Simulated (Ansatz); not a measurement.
# ZnPS3 (C2/m): converging the G0W0 gap

Aim: see how the G0W0 gap of ZnPS3 (C2/m) on LDA moves with empty bands and screening cutoff, and what each rung costs.

Method: G0W0 on LDA, plane waves, PAW, in Ansatz 0.2.0.

### 1. Starting point

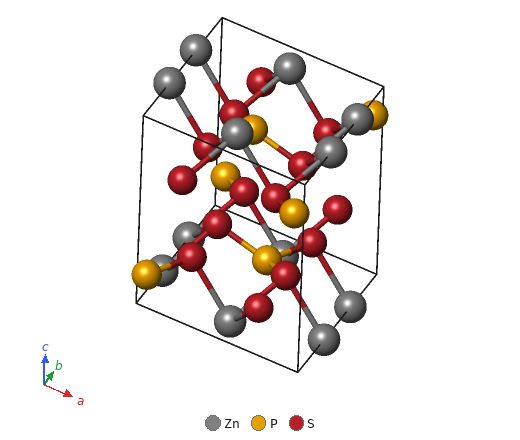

The cell as given, slightly off an axis (zinc grey, phosphorus orange, sulfur red). This picture shows the conventional cell, with its axes. Some periodic images of atoms are drawn too.

Structure file:

```cif
data_structure
_symmetry_space_group_name_H-M 'P 1'
_symmetry_Int_Tables_number 1
_cell_length_a 5.8516
_cell_length_b 5.8516
_cell_length_c 6.5907
_cell_angle_alpha 98.419
_cell_angle_beta 98.419
_cell_angle_gamma 120.038
_cell_volume 186.79
loop_
_atom_site_label
_atom_site_type_symbol
_atom_site_fract_x
_atom_site_fract_y
_atom_site_fract_z
_atom_site_occupancy
Zn1 Zn 0.66748 0.33252 0.00000 1
Zn2 Zn 0.33252 0.66748 0.00000 1
P3 P 0.94204 0.94204 0.82653 1
P4 P 0.05796 0.05796 0.17347 1
S5 S 0.58015 0.91642 0.74876 1
S6 S 0.08358 0.41985 0.25124 1
S7 S 0.74659 0.74659 0.25059 1
S8 S 0.25341 0.25341 0.74941 1
S9 S 0.41985 0.08358 0.25124 1
S10 S 0.91642 0.58015 0.74876 1
```

The structure was relaxed with LDA. The runs that relaxed it are not among those shown. The default PAW set here is soft_2. Its files were made with PBE.

### 2. 128 empty bands, screening to 45 eV

Now the one-shot GW correction: screening in the RPA, then the self-energy of the levels asked for.

input.yaml reads:

```yaml
crystal:
  lattice:
    - [2.9241439516, -5.0686337764, 0.0002131003]
    - [2.9241439516, 5.0686337764, 0.0002131003]
    - [-1.9314010456, 0.0, 6.30138264]
  atoms:
    - { symbol: Zn, position: [0.6674819479, 0.3325180521, 0.0] }
    - { symbol: Zn, position: [0.3325180521, 0.6674819479, 0.0] }
    - { symbol: P, position: [0.9420357264, 0.9420357264, 0.8265338672] }
    - { symbol: P, position: [0.0579642736, 0.0579642736, 0.1734661328] }
    - { symbol: S, position: [0.5801548021, 0.9164201668, 0.7487598531] }
    - { symbol: S, position: [0.0835798332, 0.4198451979, 0.2512401469] }
    - { symbol: S, position: [0.7465943414, 0.7465943414, 0.2505942246] }
    - { symbol: S, position: [0.2534056586, 0.2534056586, 0.7494057754] }
    - { symbol: S, position: [0.4198451979, 0.0835798332, 0.2512401469] }
    - { symbol: S, position: [0.9164201668, 0.5801548021, 0.7487598531] }
kpoints:
  mp_grid: { grid: [4, 4, 2] }
hamiltonian:
  xc: lda
scf:
  occupations: { method: fixed }
gw:
  n_empty_bands: 128
  ecut_chi: 45
  qp_bands: [v3, c3]
  qp_kpoints: band_edges
  screening: { model: contour_deformation }
```

The run is started by

```
$ ansatz run input.yaml --threads 8 --pin off --max-ram 55296MiB --backend cuda --events-out ev --progress --plain --runs-dir out --devices 1 --max-vram 24GiB
```

Numbers of over 12 decimals in the logs are rounded to 6 here.

Output:

```text
GPUs: using 1 of 1 available (devices: 1).
Engine: ansatz 0.2.0, x86_64-unknown-linux-gnu
Pseudopotentials: kind: paw
Pseudopotential: Zn, paw, valence charge 12, recommended cutoff 420 eV (normal), Zn.paw.azcp
Pseudopotential: P, paw, valence charge 5, recommended cutoff 420 eV (normal), P.paw.azcp
Pseudopotential: S, paw, valence charge 6, recommended cutoff 420 eV (normal), S.paw.azcp
Functional definition: SPW92
  exchange = slater_x
  correlation = pw_c
concurrent solve slots: 7 of 8 are kept, ahead of what memory takes: no pass of the eigensolver takes more rounds on 7
device memory: the entry about to start is reckoned to put 5.9 GiB on a device that reports 78.6 GiB free (of which the cap on the GPU budget leaves the run 24.0 GiB)
GPU FFT provider: cuFFT
GPU libraries: cuBLAS 13.8.2, cuFFT 12.4.0, cuSOLVER 12.3.4
Crystal: 10 atoms, lattice volume = 186.795 Å³
Basis set: ecut = 420 eV, 3641 PW (Γ)
Bands: 45, of which v1, the nominal top of the filled ones, is band 35 counted from 1 (34 counted from 0)
Symmetry: 4 space group operations
Space group: C2/m (ITA 12), of the structure as read, at distance tolerance 5.7e-5 Å
k-points: 14 of 32
Non-local potential: Zn, projectors of the file, l = 0: 2, l = 1: 2, l = 2: 3, l = 3: 1
Non-local potential: P, projectors of the file, l = 0: 2, l = 1: 2, l = 2: 2
Non-local potential: S, projectors of the file, l = 0: 2, l = 1: 2, l = 2: 2
PAW form: soft (Blöchl's): semilocal exchange-correlation on the pseudo side does not see the compensation charge
PAW frozen core: Zn, regenerated for the run's functional, and the local potential with it (the file was generated under x = pbe(κ = 0.804, μ = 0.219515), c = pbe(β = 0.066725))
PAW frozen core: P, regenerated for the run's functional, and the local potential with it (the file was generated under x = pbe(κ = 0.804, μ = 0.219515), c = pbe(β = 0.066725))
PAW frozen core: S, regenerated for the run's functional, and the local potential with it (the file was generated under x = pbe(κ = 0.804, μ = 0.219515), c = pbe(β = 0.066725))
PAW one-centre angular grid: Zn, 590 points (default); XC on 64 Gauss nodes
PAW one-centre angular grid: P, 110 points (default); XC on 64 Gauss nodes
PAW one-centre angular grid: S, 110 points (default); XC on 64 Gauss nodes
Initial density: superposition of atomic densities (neutral atoms: chi_scale 0, normalization atom), corrected by the library's trained network
Initial wavefunctions: pseudopotential atomic-orbital guess
GPU buffer pool allocated for 72000 grid points (all kernels)
GPU transforms: local potential and band sums: pruned to the plane-wave sphere, on 40×40×45
Functional: x = slater, c = lda
SCF iter   1: F=—  HF=-13165.897309 eV  |F-HF|=—  |Δ(HF+E_count)|=         —  Δρ=6.31e-3  dr2=5.89e-2  ethr=1.77e-3  ⟨swp⟩=5.9  Hψ=2760  notcnv=0  defer=94
preconditioner: auto → Resta (q_TF=auto, 2.317 Å⁻¹)  ε∞=6.0  [insulator: Δε(μ)=2.104 eV  Ē_g=10.187 eV  n_scr=38 (ndim 8)  ℏωp=22.7 eV  f_vac=0.015  ε∞_Penn≈6.0]
SCF iter   2: F=—  HF=-13165.883773 eV  |F-HF|=—  |Δ(HF+E_count)|=   1.35e-2  Δρ=3.14e-3  dr2=1.61e-2  ethr=8.41e-5  ⟨swp⟩=2.0  Hψ=1156  notcnv=0  defer=111
SCF iter   3: F=—  HF=-13165.881290 eV  |F-HF|=—  |Δ(HF+E_count)|=   2.48e-3  Δρ=1.89e-3  dr2=3.92e-3  ethr=2.30e-5  ⟨swp⟩=2.6  Hψ=1017  notcnv=0  defer=112
SCF iter   4: F=—  HF=-13165.879190 eV  |F-HF|=—  |Δ(HF+E_count)|=   2.10e-3  Δρ=3.14e-4  dr2=3.03e-4  ethr=5.60e-6  ⟨swp⟩=2.1  Hψ=1008  notcnv=0  defer=112
SCF iter   5: F=—  HF=-13165.879166 eV  |F-HF|=—  |Δ(HF+E_count)|=   2.41e-5  Δρ=1.28e-4  dr2=4.80e-5  ethr=4.33e-7  ⟨swp⟩=2.1  Hψ=1126  notcnv=0  defer=112
SCF iter   6: F=—  HF=-13165.879162 eV  |F-HF|=—  |Δ(HF+E_count)|=   4.17e-6  Δρ=4.55e-5  dr2=6.26e-6  ethr=6.86e-8  ⟨swp⟩=2.3  Hψ=967  notcnv=0  defer=112
SCF iter   7: F=—  HF=-13165.879163 eV  |F-HF|=—  |Δ(HF+E_count)|=   1.43e-6  Δρ=9.06e-6  dr2=1.89e-7  ethr=8.95e-9  ⟨swp⟩=2.1  Hψ=965  notcnv=0  defer=112
SCF iter   8: F=-13165.879163 eV  HF=-13165.879163 eV  |F-HF|=3.25e-9  |Δ(HF+E_count)|=   9.86e-8  Δρ=2.26e-6  dr2=1.45e-8  ethr=1.43e-10  ⟨swp⟩=14.2  Hψ=3085  notcnv=0
SCF 1 converged in 8 iterations: F = -13165.879163 eV  dr2 = 1.45e-8
  greatest PAW one-centre occupation: 0.988 electrons in one spin orbital (limit 2), on the Zn atom at site 1 (counted from 0), in its partial waves of l = 2
concurrent solve slots: 7 of 8 are kept, ahead of what memory takes: no pass of the eigensolver takes more rounds on 7
device memory: the entry about to start is reckoned to put 7.6 GiB (of the 7.7 GiB reckoned in all, the device holds 0.1 GiB already) on a device that reports 78.5 GiB free (of which the cap on the GPU budget leaves the run 24.0 GiB)
NSCF: frozen V_eff on 14 k-points
the band table was solved once the SCF had ended and its energy, with any forces and stress, was formed, with the checks that follow a solve (2515 applications of the Hamiltonian). They found nothing against the state; the energy, forces and stress were not computed again (output.eigenvalues in the input reference)
concurrent solve slots: 7 of 8 are kept, ahead of what memory takes: no pass of the eigensolver takes more rounds on 7
device memory: the entry about to start is reckoned to put 9.2 GiB on a device that reports 78.6 GiB free (of which the cap on the GPU budget leaves the run 24.0 GiB)
NSCF: frozen V_eff on 14 k-points
G₀W₀ screening: q 1/14
[... further progress lines ...]
device memory: the entry about to start is reckoned to put 0.8 GiB on a device that reports 78.4 GiB free (of which the cap on the GPU budget leaves the run 24.0 GiB)
NSCF: frozen V_eff on 1 k-points
device memory: the entry about to start is reckoned to put 0.8 GiB on a device that reports 78.4 GiB free (of which the cap on the GPU budget leaves the run 24.0 GiB)
NSCF: frozen V_eff on 1 k-points
device memory: the entry about to start is reckoned to put 0.8 GiB on a device that reports 78.4 GiB free (of which the cap on the GPU budget leaves the run 24.0 GiB)
NSCF: frozen V_eff on 1 k-points
SCF converged after 8 iterations
Free energy (F): -13165.879163 eV
Harris-Foulkes:  -13165.879163 eV  (|F-HF|=3.25e-9)
Internal energy: -13165.879163 eV  (E = F + TS)
E sigma→0 (E₀):  -13165.879163 eV
Fermi energy:    6.148090 eV
--- Per-component energies (eV) ---
  E_band       = 7.343460
  E_kinetic    = 1057.442716
  E_local      = -5443.555599  (includes V_loc(G=0)·N_el)
  E_nonlocal   = 1485.150969
  E_hartree    = 2260.316443
  E_xc         = -973.569532
  E_vxc        = -758.799260  (∫ρ·V_xc dr)
  E_paw        = -8009.911049  (= ΣΔE_a)
  E_vpaw       = -853.532256  (= ΣTr[D̂ρ^β])
  E_aug_tail   = -0.000723  (compensation charges beyond the density's cutoff)
  E_ewald      = -3546.020558
  E_core_change = 4.268171  (= ΣΔE_core)
  E_smearing   = -0.000000  (= −TS)
  E_closure    = -0.000000  (closes the sum)
  Σ components = -13165.879163   (vs F -13165.879163, Δ=0.00e0)
--- Band table (eV; the first three rows and the last of 14) ---
  k-point 0: bands = [... 31 lower, 5.2869, 5.3719, 5.7878, 5.8384, 8.2940, 9.4100, 9.5157, 9.8335, ... 6 higher]
  k-point 1: bands = [... 31 lower, 5.2195, 5.2983, 5.8546, 5.9193, 8.7765, 9.4027, 9.6538, 9.7603, ... 6 higher]
  k-point 2: bands = [... 31 lower, 5.1378, 5.2710, 5.3733, 5.6036, 9.1117, 9.5699, 9.7293, 9.8074, ... 6 higher]
  k-point 13: bands = [... 31 lower, 4.4780, 5.2273, 5.6942, 5.7913, 8.9631, 9.1380, 9.4836, 9.7081, ... 6 higher]
--- G₀W₀: contour deformation, 6 samples at zero and on the imaginary axis and 1 off it, 32 q-points, 128 empty bands' worth ---
  eigenvalues of the whole cell's RPA ε∞ on this k-mesh (on a slab, of 1 + 4πα/V) = 5.0986, 8.3118, 8.3337; static W/v taken at q = 0 is 0.150122
  gw.qp_kpoints: band_edges: 13 of 14 stored k-points solved, in 1 pass; an edge of the gap read off the rows below is read off those points alone
    valence top: of the k-points left out ik 2 came nearest to being solved in a further pass, in band 35 (counted from 1, as in the quasiparticle table): it holds the edge there only if its correction is more favourable than any solved in that band by at least 0.518 eV; those differ by 0.068 eV
    conduction bottom: of the k-points left out ik 2 came nearest to being solved in a further pass, in band 36 (counted from 1, as in the quasiparticle table): it holds the edge there only if its correction is more favourable than any solved in that band by at least 0.679 eV; those differ by 0.153 eV
    ik  band        ε_KS         Σx   Σc(E_QP)       V_xc       Z   E_QP_lin       E_QP  E_QP is
     0    33      5.3719   -18.6712     2.6361   -16.0651  0.7638     5.4019     5.4019  root
     0    34      5.7878   -20.3825     2.6079   -17.6687  0.7677     5.6818     5.6819  root
     0    35      5.8384   -20.4445     2.5947   -17.7488  0.7680     5.7373     5.7374  root
     0    36      8.2940   -10.3400    -3.7364   -15.3216  0.7920     9.5580     9.5391  root
     0    37      9.4100   -10.1382    -4.0917   -15.4843  0.7772    10.6913    10.6644  root
     0    38      9.5157    -8.4383    -3.8846   -13.4800  0.7853    10.6928    10.6728  root
     1    33      5.2983   -18.7146     2.6973   -16.0159  0.7623     5.2970     5.2970  root
     1    34      5.8546   -20.3892     2.5691   -17.7286  0.7687     5.7630     5.7631  root
     1    35      5.9193   -20.4629     2.5666   -17.8130  0.7686     5.8360     5.8361  root
     1    36      8.7765   -10.7954    -3.7868   -15.8413  0.7831    10.0576    10.0355  root
     1    37      9.4027    -9.6309    -4.0312   -14.8752  0.7824    10.6386    10.6158  root
     1    38      9.6538    -9.2886    -4.0491   -14.5316  0.7771    10.8727    10.8477  root
     3    33      5.2794   -20.1286     2.8056   -17.1304  0.7609     5.0863     5.0868  root
     3    34      5.3855   -19.2817     2.6980   -16.5000  0.7619     5.3018     5.3020  root
     3    35      5.8222   -20.3595     2.5862   -17.6534  0.7673     5.7022     5.7025  root
     3    36      9.0689   -10.1682    -3.8649   -15.2692  0.7774    10.3288    10.3050  root
     3    37      9.3795    -9.1417    -3.6542   -13.9998  0.7894    10.6035    10.5833  root
     3    38      9.6599    -8.7704    -3.9374   -13.8385  0.7828    10.8107    10.7906  root
     4    33      5.1322   -19.8392     2.8058   -16.8795  0.7587     4.9779     4.9782  root
     4    34      5.5556   -19.4407     2.5533   -16.7868  0.7671     5.4549     5.4550  root
     4    35      5.9618   -20.2227     2.6841   -17.4147  0.7657     5.8377     5.8380  root
     4    36      8.9070    -9.3556    -3.7003   -14.2453  0.7910    10.1147    10.0963  root
     4    37      9.1243    -9.7956    -3.8670   -14.8353  0.7785    10.3185    10.2971  root
     4    38      9.4967    -9.0001    -3.7851   -13.8881  0.7824    10.6179    10.5996  root
[...]
12    37      8.9848    -9.2291    -3.6649   -13.9312  0.7846    10.0369    10.0221  root
    12    38      9.1860    -9.9150    -3.7845   -14.8230  0.7789    10.3292    10.3095  root
    13    33      5.2273   -19.2911     2.7184   -16.4542  0.7601     5.1086     5.1089  root
    13    34      5.6942   -19.3624     2.4511   -16.8400  0.7690     5.6229     5.6230  root
    13    35      5.7913   -20.2522     2.7688   -17.3322  0.7637     5.6398     5.6401  root
    13    36      8.9631    -9.5346    -3.6711   -14.4118  0.7896    10.1883    10.1691  root
    13    37      9.1380    -9.7301    -3.8465   -14.7390  0.7790    10.3214    10.3004  root
    13    38      9.4836   -10.3858    -3.9740   -15.6099  0.7717    10.7631    10.7336  root
```

Elapsed: 5.2 s, on 1 × NVIDIA H100 80GB HBM3 with 8 threads of AMD EPYC 7R13 (Zen 3), shared host; peak memory 1.3 GiB; 13 s of CPU time.

This step gave:

* bands summed: 163
* RPA ε∞ on this mesh (eigenvalues): 5.099, 8.312, 8.334
* plane waves in the screening matrix: 139
* q-points in the mesh: 32
* G0W0 gap on the mesh: 3.501 eV
* k of the valence top: -0.5, -0.5, 0
* k of the conduction bottom: 0, 0, 0
* starting gap on the mesh: 2.146 eV
* Z at the valence top: 0.7669
* Z at the conduction bottom: 0.7920
* least direct G0W0 gap on the computed points: 3.687 eV

The gap on the mesh goes from 2.15 eV to 3.50 eV, a correction of +1.35 eV. Between the two edge states, bare exchange in place of the xc potential would open the gap by 7.76 eV, and correlation takes back 6.40 eV.

### 3. 362 empty bands, screening to 90 eV

Another rung: the empty bands reach about as high as the screening cutoff, so the two stay in balance.

input.yaml: that of step 2 with these lines changed.

```diff
@@ -23,4 +23,4 @@
 gw:
-  n_empty_bands: 128
-  ecut_chi: 45
+  n_empty_bands: 362
+  ecut_chi: 90
   qp_bands: [v3, c3]
```

Output:

```text
GPUs: using 1 of 1 available (devices: 1).
[...]
GPU FFT provider: cuFFT
GPU libraries: cuBLAS 13.8.2, cuFFT 12.4.0, cuSOLVER 12.3.4
Crystal: 10 atoms, lattice volume = 186.795 Å³
Basis set: ecut = 420 eV, 3641 PW (Γ)
Bands: 45, of which v1, the nominal top of the filled ones, is band 35 counted from 1 (34 counted from 0)
Symmetry: 4 space group operations
[...]
k-points: 14 of 32
[...]
GPU buffer pool allocated for 72000 grid points (all kernels)
[...]
SCF iter   1: F=—  HF=-13165.897309 eV  |F-HF|=—  |Δ(HF+E_count)|=         —  Δρ=6.31e-3  dr2=5.89e-2  ethr=1.77e-3  ⟨swp⟩=5.9  Hψ=2760  notcnv=0  defer=94
[...]
SCF iter   8: F=-13165.879163 eV  HF=-13165.879163 eV  |F-HF|=3.25e-9  |Δ(HF+E_count)|=   9.86e-8  Δρ=2.26e-6  dr2=1.45e-8  ethr=1.43e-10  ⟨swp⟩=14.2  Hψ=3085  notcnv=0
SCF 1 converged in 8 iterations: F = -13165.879163 eV  dr2 = 1.45e-8
[...]
NSCF: frozen V_eff on 14 k-points
[...]
G₀W₀ screening: q 1/14
[... further progress lines ...]
[...]
SCF converged after 8 iterations
Free energy (F): -13165.879163 eV
[...]
Internal energy: -13165.879163 eV  (E = F + TS)
E sigma→0 (E₀):  -13165.879163 eV
Fermi energy:    6.148090 eV
[...]
--- Band table (eV; the first three rows and the last of 14) ---
  k-point 0: bands = [... 31 lower, 5.2869, 5.3719, 5.7878, 5.8384, 8.2940, 9.4100, 9.5157, 9.8335, ... 6 higher]
  k-point 1: bands = [... 31 lower, 5.2195, 5.2983, 5.8546, 5.9193, 8.7765, 9.4027, 9.6538, 9.7603, ... 6 higher]
  k-point 2: bands = [... 31 lower, 5.1378, 5.2710, 5.3733, 5.6036, 9.1117, 9.5699, 9.7293, 9.8074, ... 6 higher]
  k-point 13: bands = [... 31 lower, 4.4780, 5.2273, 5.6942, 5.7913, 8.9631, 9.1380, 9.4836, 9.7081, ... 6 higher]
[...]
0    33      5.3719   -18.6712     2.2516   -16.0651  0.7563     5.0157     5.0175  root
     0    34      5.7878   -20.3825     2.3109   -17.6687  0.7596     5.3827     5.3848  root
     0    35      5.8384   -20.4445     2.2945   -17.7488  0.7597     5.4351     5.4372  root
     0    36      8.2940   -10.3400    -4.1145   -15.3216  0.7847     9.1695     9.1611  root
     0    37      9.4100   -10.1382    -4.4487   -15.4843  0.7689    10.3201    10.3074  root
     0    38      9.5157    -8.4383    -4.2566   -13.4800  0.7796    10.3093    10.3008  root
     1    33      5.2983   -18.7146     2.3254   -16.0159  0.7548     4.9229     4.9250  root
     1    34      5.8546   -20.3892     2.2672   -17.7286  0.7605     5.4592     5.4611  root
[...]
13    35      5.7913   -20.2522     2.4789   -17.3322  0.7556     5.3475     5.3502  root
    13    36      8.9631    -9.5346    -4.0602   -14.4118  0.7841     9.7881     9.7800  root
    13    37      9.1380    -9.7301    -4.1923   -14.7390  0.7716     9.9641     9.9546  root
    13    38      9.4836   -10.3858    -4.3683   -15.6099  0.7638    10.3517    10.3394  root
```

Run time: 8.1 s. Hardware: 1 × NVIDIA H100 80GB HBM3 with 8 threads; peak memory 1.8 GiB.

This step gave:

```yaml
bands_summed: 397
rpa_eps_infinity_on_this_mesh_eigenvalues: 5.082, 8.238, 8.260
plane_waves_in_the_screening_matrix: 365
q_points_in_the_mesh: 32
g0w0_gap_on_the_mesh: 3.429 eV
k_of_the_valence_top: -0.5, -0.5, 0
k_of_the_conduction_bottom: 0, 0, 0
starting_gap_on_the_mesh: 2.146 eV
z_at_the_valence_top: 0.7584
z_at_the_conduction_bottom: 0.7847
least_direct_g0w0_gap_on_the_computed_points: 3.613 eV
```

Against the run with 4×4×2 mesh, 128 empty bands, screening to 45 eV, the gap moves by −0.07 eV.

### 4. 779 empty bands, screening to 150 eV

input.yaml: that of step 3 with these lines changed.

```diff
@@ -23,4 +23,4 @@
 gw:
-  n_empty_bands: 362
-  ecut_chi: 90
+  n_empty_bands: 779
+  ecut_chi: 150.0
   qp_bands: [v3, c3]
```

Output:

```text
GPUs: using 1 of 1 available (devices: 1).
[...]
GPU FFT provider: cuFFT
GPU libraries: cuBLAS 13.8.2, cuFFT 12.4.0, cuSOLVER 12.3.4
Crystal: 10 atoms, lattice volume = 186.795 Å³
Basis set: ecut = 420 eV, 3641 PW (Γ)
Bands: 45, of which v1, the nominal top of the filled ones, is band 35 counted from 1 (34 counted from 0)
Symmetry: 4 space group operations
[...]
k-points: 14 of 32
[...]
1    34      5.8546   -20.3892     2.0493   -17.7286  0.7578     5.2383     5.2433  root
[...]
13    35      5.7913   -20.2522     2.2718   -17.3322  0.7530     5.1370     5.1431  root
    13    36      8.9631    -9.5346    -4.2720   -14.4118  0.7829     9.5725     9.5683  root
    13    37      9.1380    -9.7301    -4.3954   -14.7390  0.7696     9.7567     9.7515  root
    13    38      9.4836   -10.3858    -4.5902   -15.6099  0.7618    10.1239    10.1175  root
[key lines of the parts left out:]
SCF converged after 8 iterations
Free energy (F): -13165.879163 eV
Fermi energy:    6.148090 eV
```

Run time: 19 s. Hardware: 1 × NVIDIA H100 80GB HBM3 with 8 threads; peak memory 3.1 GiB.

This step gave:

| Property | Result |
| --- | --- |
| bands summed | 814 |
| RPA ε∞ on this mesh (eigenvalues) | 5.077, 8.217, 8.239 |
| plane waves in the screening matrix | 789 |
| G0W0 gap on the mesh | 3.405 eV |
| k of the valence top | -0.5, -0.5, 0 |
| k of the conduction bottom | 0, 0, 0 |
| starting gap on the mesh | 2.146 eV |
| least direct G0W0 gap on the computed points | 3.622 eV |

Against the run with 4×4×2 mesh, 362 empty bands, screening to 90 eV, the gap moves by −0.02 eV.

(Continued in part 2 of 2.)

[Paths, hosts, dates, memory and timing lines, banners, echoed tables and standing remarks are left out of the program output.]

[Logs are printed without paths, hosts, clocks, repeated set-up lines and the standing remarks that a program may print on its own settings, such as how far it seeks lower states.]

[Runs of the session that timed out or met a known fault of the program may be left out.]

[Cells called generated may have been cut or substituted from an entry of the Crystallography Open Database or the Materials Project.]

[Hosts, paths, dates, database ids (printed as entryN), source tags and the programs' standing remarks are cut or masked in the printed files.]
